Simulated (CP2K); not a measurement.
# Geometry relaxation of Si (part 2 of 4)

The same run, continued: Si (P6₃/mmc, 8 atoms in the cell); DFTB (no charge self-consistency), tables shipped with the program (CP2K 2026.2); 5×5×3 k-mesh. The structure was built on a prototype by a generator. The geometry comes from this level: r2SCAN.

Geometry of the input (Å; fractional positions):
```
3.8402  0.0000  0.0000
-1.9201  3.3257  0.0000
-0.0000  -0.0000  12.6237
Si 0.0000  0.0000  0.0006
Si 0.3333  0.6667  0.2497
Si 0.0000  0.0000  0.5006
Si 0.6667  0.3333  0.7497
Si -0.0000  -0.0000  0.1869
Si 0.3333  0.6667  0.4378
Si -0.0000  -0.0000  0.6869
Si 0.6667  0.3333  0.9378
```

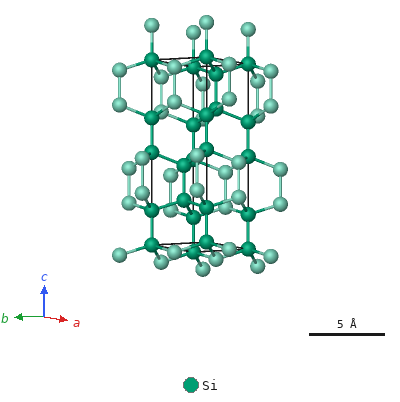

The starting structure (ball-and-stick view of the cell of the calculation, seen at an oblique angle; neighbours outside the cell are drawn fainter).

Log, continued
```
 STRESS| Eigenvectors and eigenvalues of the analytical stress tensor [bar]
 STRESS|                        1                   2                   3
 STRESS| Eigenvalues  -3.54166340571E+04  -2.44650862544E+04  -2.15779476068E+04
 STRESS|      x           0.000000000099      0.866178548682      0.499734651393
 STRESS|      y          -0.000000000111     -0.499734651393      0.866178548682
 STRESS|      z           1.000000000000     -0.000000000141      0.000000000047

 SPGR STRESS| Symmetrized stress tensor [GPa]
 SPGR STRESS|                        x                   y                   z
 SPGR STRESS|      x       -2.30359618770E+00   2.84693038292E-03   3.00951349641E-27
 SPGR STRESS|      y        2.84693038292E-03  -2.30030414268E+00   5.80227130295E-27
 SPGR STRESS|      z        3.00951349641E-27   5.80227130295E-27  -3.54166340571E+00
 SPGR STRESS| 1/3 Trace                                            -2.71518791203E+00
 SPGR STRESS| Determinant                                          -1.87671459966E+01

 SPGR STRESS| Eigenvectors and eigenvalues of the symmetrized stress tensor [GPa]
 SPGR STRESS|                        1                   2                   3
 SPGR STRESS| Eigenvalues  -3.54166340571E+00  -2.30523869111E+00  -2.29866163927E+00
 SPGR STRESS|      x          -0.000000000000      0.866179847829      0.499732399605
 SPGR STRESS|      y          -0.000000000000     -0.499732399605      0.866179847829
 SPGR STRESS|      z           1.000000000000     -0.000000000000      0.000000000000

 OPT| **************************************************************************
 OPT| Step number                                                              1
 OPT| Optimization method                                                   BFGS
 OPT| Total energy [hartree]                                      -10.1248542905
 OPT| Internal pressure [bar]                                  -27151.8791202838
 OPT| Effective energy change [hartree]                            -0.0005298257
 OPT| Predicted energy change [hartree]                            -0.0003011332
 OPT| Scaling factor                                                0.0000000000
 OPT| Step size                                                     0.0179114986
 OPT| Trust radius                                                  0.4724315332
 OPT| Decrease in energy                                                     YES
 OPT| Used time [s]                                                        0.203
 OPT|
 OPT| Maximum step size                                             0.0179114986
 OPT| Convergence limit for maximum step size                       0.0030000000
 OPT| Maximum step size is converged                                          NO
 OPT|
 OPT| RMS step size                                                 0.0044805742
 OPT| Convergence limit for RMS step size                           0.0015000000
 OPT| RMS step size is converged                                              NO
 OPT|
 OPT| Maximum gradient                                              0.0135029142
 OPT| Convergence limit for maximum gradient                        0.0003000000
 OPT| Maximum gradient is converged                                           NO
 OPT|
 OPT| RMS gradient                                                  0.0034672101
 OPT| Convergence limit for RMS gradient                            0.0003000000
 OPT| RMS gradient is converged                                               NO
 OPT|
 OPT| Pressure deviation [bar]                                 -27151.8791202838
 OPT| Pressure tolerance [bar]                                    300.0000000000
 OPT| Pressure is converged                                                   NO
 OPT| **************************************************************************
 OPT| Estimated peak process memory after this step [MiB]                    163

 --------------------------
 OPTIMIZATION STEP:      2
 --------------------------

 CELL| Volume [angstrom^3]:                                           157.497487
 CELL| Vector a [angstrom]:       3.804     0.000     0.000   |a| =     3.804023
 CELL| Vector b [angstrom]:      -1.920     3.284     0.000   |b| =     3.804061
 CELL| Vector c [angstrom]:       0.000    -0.000    12.608   |c| =    12.607668
 CELL| Angle (b,c), alpha [degree]:                                    90.000000
 CELL| Angle (a,c), beta  [degree]:                                    90.000000
 CELL| Angle (a,b), gamma [degree]:                                   120.313877
 CELL| Numerically orthorhombic:                                              NO
 CELL| Periodicity                                                           XYZ

 Extrapolation method: ASPC

 Number of electrons:                                                         32
 Number of occupied orbitals:                                                 16
 Number of molecular orbitals:                                                30

 Number of orbital functions:                                                 72
 Number of independent orbital functions:                                     72

 Diagonalization                       Time:      0.11            -10.1255467713
  Core Hamiltonian energy:                                    -10.37046820242230
  Repulsive potential energy:                                   0.24492143115050
  Dispersion energy:                                            0.00000000000000
  Electronic entropic energy:                                  -0.00000000000000
  Fermi energy:                                                -0.08271315054486

  Total energy:                                               -10.12554677127180

 ENERGY| Total FORCE_EVAL ( QS ) energy [hartree]            -10.125546771271798

 FORCES| Atomic forces [hartree/bohr]
 FORCES|   Atom     x               y               z               |f|
 FORCES|      1 -1.41983245E-03  8.10876408E-04  2.16660587E-03   2.71433707E-03
 FORCES|      2 -1.43781572E-03  8.21149474E-04  2.73887137E-03   3.20047136E-03
 FORCES|      3  1.41983245E-03 -8.10876400E-04  2.16660586E-03   2.71433706E-03
 FORCES|      4  1.43781572E-03 -8.21149473E-04  2.73887138E-03   3.20047136E-03
 FORCES|      5  1.41983245E-03 -8.10876401E-04 -2.16660587E-03   2.71433706E-03
 FORCES|      6 -1.43781572E-03  8.21149472E-04 -2.73887137E-03   3.20047135E-03
 FORCES|      7 -1.41983245E-03  8.10876401E-04 -2.16660587E-03   2.71433707E-03
 FORCES|      8  1.43781572E-03 -8.21149481E-04 -2.73887138E-03   3.20047136E-03
 FORCES| Sum     8.67361738E-19  2.76471554E-17 -2.08166817E-17
 FORCES| Total atomic force                                       3.46186620E-17

 STRESS| Analytical stress tensor [bar]
 STRESS|                        x                   y                   z
 STRESS|      x        1.64199436507E+03   6.30271163474E+03   2.09748390665E-07
 STRESS|      y        6.30271163474E+03   8.98039279117E+03   1.13215662998E-06
 STRESS|      z        2.09748390665E-07   1.13215662998E-06  -2.58437706854E+04
 STRESS| 1/3 Trace                                            -5.07379450971E+03
 STRESS| Determinant                                           6.45536548005E+11

 STRESS| Eigenvectors and eigenvalues of the analytical stress tensor [bar]
 STRESS|                        1                   2                   3
 STRESS| Eigenvalues  -2.58437706854E+04  -1.98176170871E+03   1.26041488650E+04
 STRESS|      x          -0.000000000000      0.866924319183      0.498439790555
 STRESS|      y          -0.000000000032     -0.498439790555      0.866924319183
 STRESS|      z           1.000000000000     -0.000000000016      0.000000000028

 SPGR STRESS| Symmetrized stress tensor [GPa]
 SPGR STRESS|                        x                   y                   z
 SPGR STRESS|      x        5.37469378254E-01  -2.93340569592E-03  -9.89148181868E-20
 SPGR STRESS|      y       -2.93340569592E-03   5.34053481708E-01   1.31225980224E-18
 SPGR STRESS|      z       -9.89148181868E-20   1.31225980224E-18  -2.58437706854E+00
 SPGR STRESS| 1/3 Trace                                            -5.04284736192E-01
 SPGR STRESS| Determinant                                          -7.41790617455E-01

 SPGR STRESS| Eigenvectors and eigenvalues of the symmetrized stress tensor [GPa]
 SPGR STRESS|                        1                   2                   3
 SPGR STRESS| Eigenvalues  -2.58437706854E+00   5.32367029256E-01   5.39155830705E-01
 SPGR STRESS|      x           0.000000000000      0.498414303238      0.866938972666
 SPGR STRESS|      y          -0.000000000000      0.866938972666     -0.498414303238
 SPGR STRESS|      z           1.000000000000      0.000000000000     -0.000000000000

 OPT| **************************************************************************
 OPT| Step number                                                              2
 OPT| Optimization method                                                   BFGS
 OPT| Total energy [hartree]                                      -10.1255467713
 OPT| Internal pressure [bar]                                   -5042.8473619194
 OPT| Effective energy change [hartree]                            -0.0006924808
 OPT| Predicted energy change [hartree]                            -0.0008131972
 OPT| Scaling factor                                                0.0000000000
 OPT| Step size                                                     0.0609748459
 OPT| Trust radius                                                  0.4724315332
 OPT| Decrease in energy                                                     YES
 OPT| Used time [s]                                                        0.207
 OPT|
 OPT| Maximum step size                                             0.0609748459
 OPT| Convergence limit for maximum step size                       0.0030000000
 OPT| Maximum step size is converged                                          NO
 OPT|
 OPT| RMS step size                                                 0.0156361201
 OPT| Convergence limit for RMS step size                           0.0015000000
 OPT| RMS step size is converged                                              NO
 OPT|
 OPT| Maximum gradient                                              0.0039186357
 OPT| Convergence limit for maximum gradient                        0.0003000000
 OPT| Maximum gradient is converged                                           NO
 OPT|
 OPT| RMS gradient                                                  0.0016449549
 OPT| Convergence limit for RMS gradient                            0.0003000000
 OPT| RMS gradient is converged                                               NO
 OPT|
 OPT| Pressure deviation [bar]                                  -5042.8473619194
 OPT| Pressure tolerance [bar]                                    300.0000000000
 OPT| Pressure is converged                                                   NO
 OPT| **************************************************************************
 OPT| Estimated peak process memory after this step [MiB]                    167

 --------------------------
 OPTIMIZATION STEP:      3
 --------------------------

 CELL| Volume [angstrom^3]:                                           157.672769
 CELL| Vector a [angstrom]:       3.806     0.000     0.000   |a| =     3.806026
 CELL| Vector b [angstrom]:      -1.920     3.286     0.000   |b| =     3.806063
 CELL| Vector c [angstrom]:       0.000    -0.000    12.606   |c| =    12.606179
 CELL| Angle (b,c), alpha [degree]:                                    90.000000
 CELL| Angle (a,c), beta  [degree]:                                    90.000000
 CELL| Angle (a,b), gamma [degree]:                                   120.296442
 CELL| Numerically orthorhombic:                                              NO
 CELL| Periodicity                                                           XYZ

 Extrapolation method: ASPC

 Number of electrons:                                                         32
 Number of occupied orbitals:                                                 16
 Number of molecular orbitals:                                                30

 Number of orbital functions:                                                 72
 Number of independent orbital functions:                                     72

 Diagonalization                       Time:      0.11            -10.1256164153
  Core Hamiltonian energy:                                    -10.36971174666701
  Repulsive potential energy:                                   0.24409533133283
  Dispersion energy:                                            0.00000000000000
  Electronic entropic energy:                                  -0.00000000000000
  Fermi energy:                                                -0.08302373066076

  Total energy:                                               -10.12561641533418

 ENERGY| Total FORCE_EVAL ( QS ) energy [hartree]            -10.125616415334179

 FORCES| Atomic forces [hartree/bohr]
 FORCES|   Atom     x               y               z               |f|
 FORCES|      1 -1.30414340E-03  7.44958079E-04  1.26187250E-03   1.96165103E-03
 FORCES|      2 -1.32081690E-03  7.54484924E-04  1.84316601E-03   2.38978361E-03
 FORCES|      3  1.30414340E-03 -7.44958082E-04  1.26187250E-03   1.96165103E-03
 FORCES|      4  1.32081690E-03 -7.54484919E-04  1.84316601E-03   2.38978362E-03
 FORCES|      5  1.30414339E-03 -7.44958082E-04 -1.26187250E-03   1.96165102E-03
 FORCES|      6 -1.32081690E-03  7.54484923E-04 -1.84316601E-03   2.38978361E-03
 FORCES|      7 -1.30414340E-03  7.44958077E-04 -1.26187250E-03   1.96165103E-03
 FORCES|      8  1.32081690E-03 -7.54484920E-04 -1.84316601E-03   2.38978361E-03
 FORCES| Sum     3.23092247E-17  4.64038530E-17 -7.71951947E-17
 FORCES| Total atomic force                                       9.56885660E-17

 STRESS| Analytical
[...]
           -10.1260791783
  Core Hamiltonian energy:                                    -10.37368166644479
  Repulsive potential energy:                                   0.24760248812200
  Dispersion energy:                                            0.00000000000000
  Electronic entropic energy:                                  -0.00000000000000
  Fermi energy:                                                -0.08355849228647

  Total energy:                                               -10.12607917832280

 ENERGY| Total FORCE_EVAL ( QS ) energy [hartree]            -10.126079178322795

 FORCES| Atomic forces [hartree/bohr]
 FORCES|   Atom     x               y               z               |f|
 FORCES|      1 -1.03722960E-03  5.87739235E-04  7.83017624E-04   1.42632369E-03
 FORCES|      2 -1.05392223E-03  5.97204082E-04 -6.28792897E-04   1.36483893E-03
 FORCES|      3  1.03722960E-03 -5.87739236E-04  7.83017623E-04   1.42632368E-03
 FORCES|      4  1.05392224E-03 -5.97204084E-04 -6.28792894E-04   1.36483893E-03
 FORCES|      5  1.03722960E-03 -5.87739235E-04 -7.83017622E-04   1.42632368E-03
 FORCES|      6 -1.05392223E-03  5.97204082E-04  6.28792896E-04   1.36483893E-03
 FORCES|      7 -1.03722961E-03  5.87739238E-04 -7.83017624E-04   1.42632369E-03
 FORCES|      8  1.05392224E-03 -5.97204082E-04  6.28792895E-04   1.36483893E-03
 FORCES| Sum     1.69135539E-17 -1.65882932E-17 -1.35742112E-16
 FORCES| Total atomic force                                       1.37793907E-16

 STRESS| Analytical stress tensor [bar]
 STRESS|                        x                   y                   z
 STRESS|      x       -2.59665390488E+03   4.65560647597E+03   1.29230428032E-06
 STRESS|      y        4.65560647597E+03   2.75674100201E+03  -1.87253686486E-06
 STRESS|      z        1.29230428032E-06  -1.87253686486E-06  -8.03320002053E+01
 STRESS| 1/3 Trace                                             2.65850323066E+01
 STRESS| Determinant                                           2.31621046901E+09

 STRESS| Eigenvectors and eigenvalues of the analytical stress tensor [bar]
 STRESS|                        1                   2                   3
 STRESS| Eigenvalues  -5.29018744427E+03  -8.03320002053E+01   5.45027454140E+03
 STRESS|      x           0.865572776161      0.000000000430      0.500783155837
 STRESS|      y          -0.500783155837     -0.000000000045      0.865572776161
 STRESS|      z          -0.000000000395      1.000000000000     -0.000000000176

 SPGR STRESS| Symmetrized stress tensor [GPa]
 SPGR STRESS|                        x                   y                   z
 SPGR STRESS|      x        1.05415779582E-02  -4.26528996874E-05  -4.53594339376E-21
 SPGR STRESS|      y       -4.26528996874E-05   1.04925162313E-02   1.26169596506E-20
 SPGR STRESS|      z       -4.53594339376E-21   1.26169596506E-20  -8.03320002053E-03
 SPGR STRESS| 1/3 Trace                                             4.33363138968E-03
 SPGR STRESS| Determinant                                          -8.88518985260E-07

 SPGR STRESS| Eigenvectors and eigenvalues of the symmetrized stress tensor [GPa]
 SPGR STRESS|                        1                   2                   3
 SPGR STRESS| Eigenvalues  -8.03320002053E-03   1.04678430999E-02   1.05662510897E-02
 SPGR STRESS|      x           0.000000000000      0.500722325986      0.865607966841
 SPGR STRESS|      y          -0.000000000000      0.865607966841     -0.500722325986
 SPGR STRESS|      z           1.000000000000      0.000000000000     -0.000000000000
```
